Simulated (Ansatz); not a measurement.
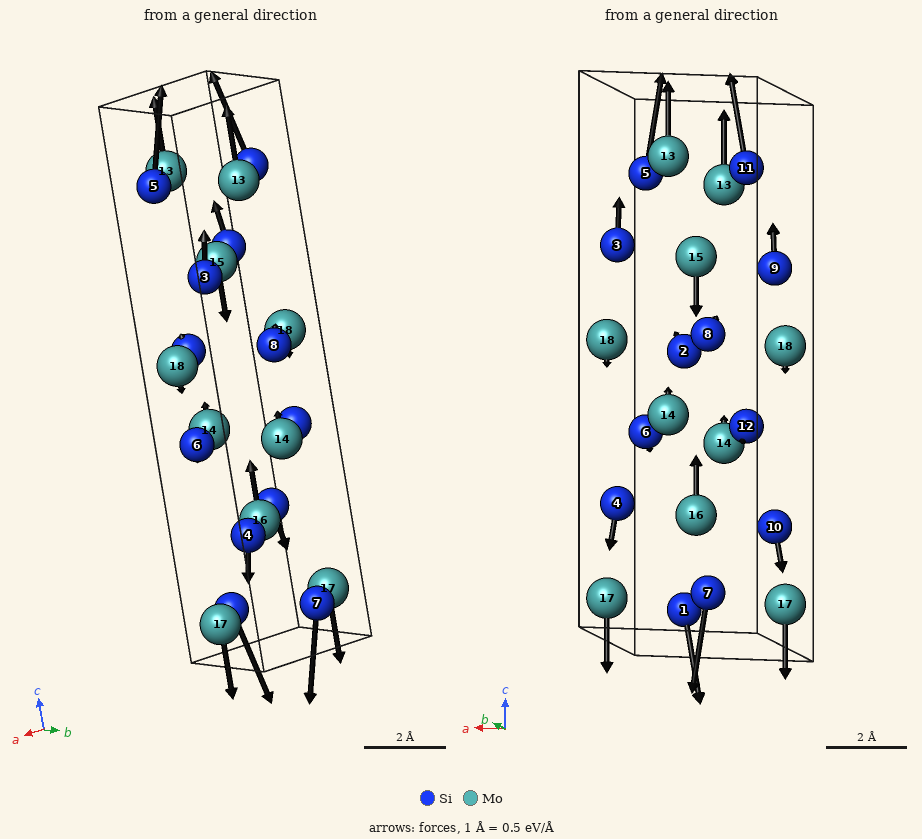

Shown here is a spheres-only view of the crystal, taken from two general directions. The simulation cell is outlined; an atom on or near a face, edge or corner is repeated at each equivalent position. The arrows are the computed forces on the atoms.

System: Si2Mo. The numbers come from Ansatz, DFT PBEsol, scalar-relativistic, plane waves, PAW, using a basis cut at 420 eV, a 10×10×3 grid in reciprocal space, Gaussian smearing of 0.15 eV, no spin polarisation.

Would an optimiser stop at this geometry?

No. The atoms still feel forces of up to about 1.1 eV/Å, far above a usual threshold of 0.01 to 0.03 eV/Å.

Where does the largest force act?

Si1, Si5, Si7 and Si11, about 1.1 eV/Å.

Provenance: a structure listed in the Materials Project. The cell was then strained or its atoms displaced on purpose. It was run through Ansatz as a DFT input.
